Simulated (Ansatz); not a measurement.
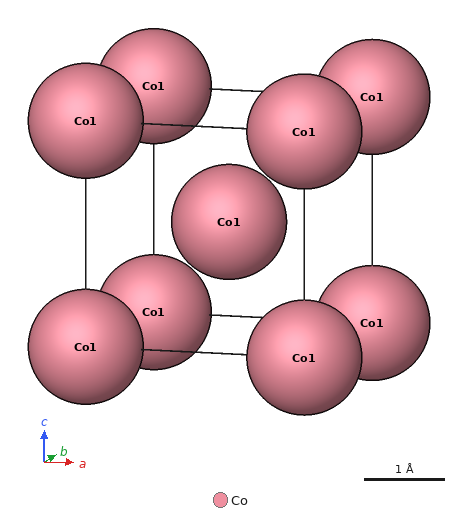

This is a symmetric starting cell of Co (made from another compound by putting Co in place of Ti). Style: spheres-only. Shown: the conventional cell (2 times the calculation's cell), slightly off an axis. Lengths and directions refer to the drawn axes.

These are results of DFT PBEsol, scalar-relativistic, plane waves, PAW in Ansatz 0.2.0, not measurements. Set-up: plane-wave cutoff 420 eV; k-point mesh 20 × 20 × 20; occupations gaussian; smearing width 0.1 eV; collinear spin.

Change: All lengths are scaled by +0.6 % (volume +1.9 %), the atoms keeping their fractional coordinates. No relaxation follows. The starting cell wasn't computed here and needn't be at equilibrium, so pressure and forces aren't due to the change alone.

Q: Predict the response.

A: The pressure is −21.2 GPa (not all of it need come from the change, since the unchanged cell can be under pressure at this level too). All forces vanish by symmetry. Among the bonded contacts that change: Co–Co 2.480 → 2.495 Å. The space group stays Im-3m (No. 229).
